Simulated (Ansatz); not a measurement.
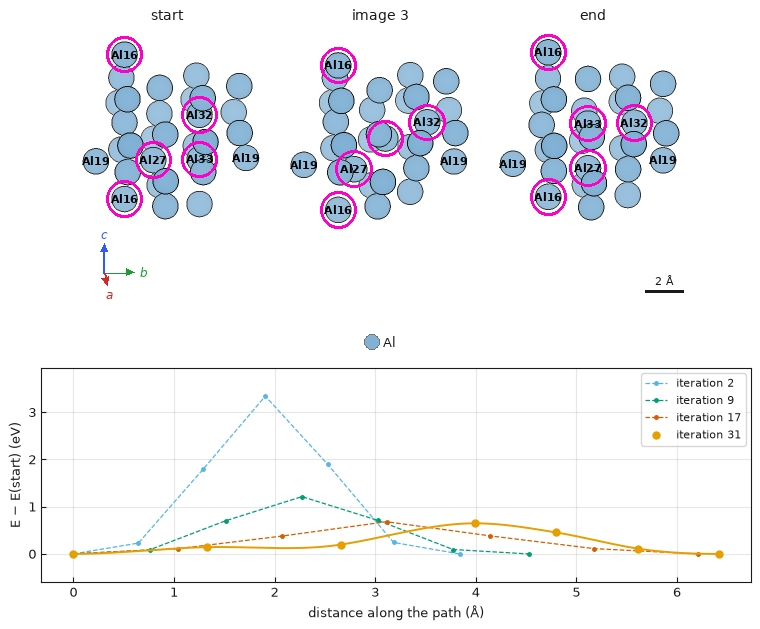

A search for the minimum-energy path of Al with an interstitial Al (33 atoms in the cell) by the nudged elastic band. Images are numbered from 0 (start) to 6 (end). The plot follows the band through its iterations. A spheres-only model of the atoms within 5.0 Å of the middle of the path, seen from a free direction. The atoms that move most are ringed.

The calculation used DFT PBE, scalar-relativistic, plane waves, PAW (Ansatz). Set-up: plane-wave cutoff 420 eV; k-point mesh 2 × 2 × 2; Gaussian smearing 0.1 eV; 5 movable images; climbing image; force threshold 0.03 eV/Å; iteration limit 80; starting path by straight interpolation.

Did the band converge, and can the barrier be trusted?

The result is final at these settings. The band converged in 31 iterations. The climbing image converged on the top of the path. A check of its curvatures found one unstable direction (−0.64 eV/Å²), as a transition state must have. The first iteration put the highest image at 8.74 eV. The two ends have the same energy, and the highest point, image 3, lies 0.65 eV above the start.

Limits of the set-up: the k-point mesh is coarse for a cell with partly filled bands; the periodic images lie only 8.1 Å apart, so the values are limited by the cell's size.
